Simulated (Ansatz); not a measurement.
Structure (in its standard cell), the geometry relaxed with Ansatz, DFT PBE, scalar-relativistic, plane waves, PAW; the starting structure was generated, so it need not be a known form of this composition:

```cif
data_structure
_symmetry_space_group_name_H-M 'P6_3/mmc'
_symmetry_Int_Tables_number 194
_cell_length_a 4.7327
_cell_length_b 4.7327
_cell_length_c 7.6290
_cell_angle_alpha 90.000
_cell_angle_beta 90.000
_cell_angle_gamma 120.000
_cell_volume 147.98
loop_
_atom_site_label
_atom_site_type_symbol
_atom_site_symmetry_multiplicity
_atom_site_Wyckoff_symbol
_atom_site_fract_x
_atom_site_fract_y
_atom_site_fract_z
_atom_site_occupancy
K1 K 2 d 0.33333 0.66667 0.75000 1
```

What does the kinematic electron diffraction pattern along [201] look like at 80 kV (B = 1 Å²)?

The spots form a centred rectangular net whose two shortest vectors correspond to d = 4.10 Å and 2.79 Å, 70.1° apart. They are 0 1 0 and 1 0 -2. The pattern has symmetry 2mm. No reflection of this zone is absent.

Strongest reflections with d > 0.87 Å, one of each family (|F|² from tabulated Gaussian fits of the electron scattering factors, times a small damping for the curvature of the Ewald sphere):

```
    hkl  d (Å)  I (strongest = 100)
 1 1 -2  2.011                  100
  0 1 0  4.099                   90
 1 0 -2  2.792                   47
2 -1 -4  1.485                   47
  0 3 0  1.366                   36
  0 2 0  2.049                   26
```

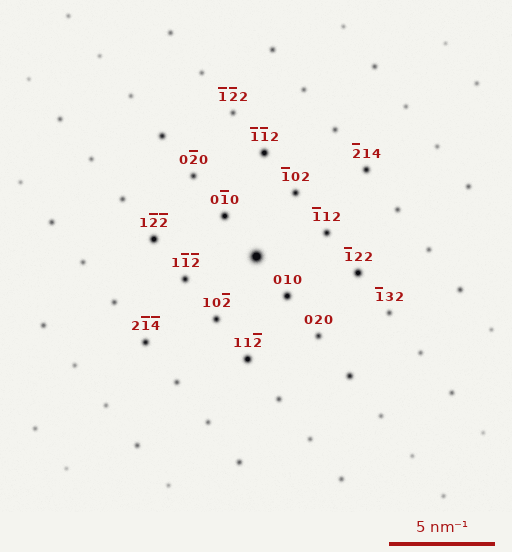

Calculated pattern, seen from the source side with [201] pointing towards the source.
